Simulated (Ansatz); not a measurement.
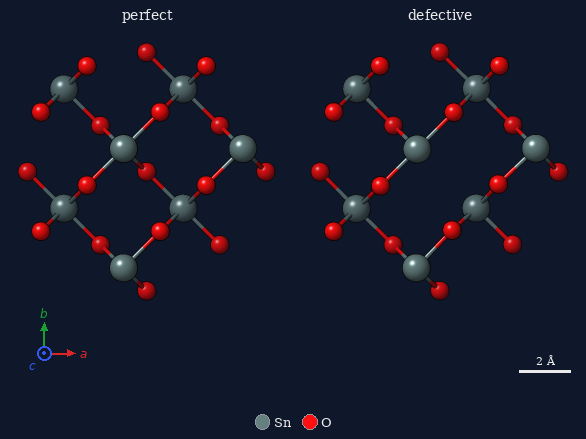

Left: perfect SnO$_{2}$. Right: the same region with one point defect, after relaxing the atoms in a supercell of 72 sites. The picture is a ball-and-stick view of the atoms within 5.4 Å of one point, in a slice 5.0 Å thick across the line of sight, seen along the c axis.

Method: Ansatz, DFT, PBEsol, PAW, plane waves. (plane-wave cutoff 420 eV; k-point mesh 1 × 1 × 1; mesh shifted by (0.25, 0.25, 0.25); no spin polarisation) Fermi-Dirac smearing of 0.01 eV. The axes drawn are those of the host's conventional cell.

Which defect is it?

An oxygen atom is taken out (a vacancy).

The charge state of the cell is 0.

What does the relaxation do around it?

Around the empty O site the host had 3 Sn at 2.07 Å; after relaxation the nearest atoms are 3 Sn at 2.04 to 2.07 Å. Of the host's atoms, an oxygen atom moves furthest from its site, by 0.06 Å.
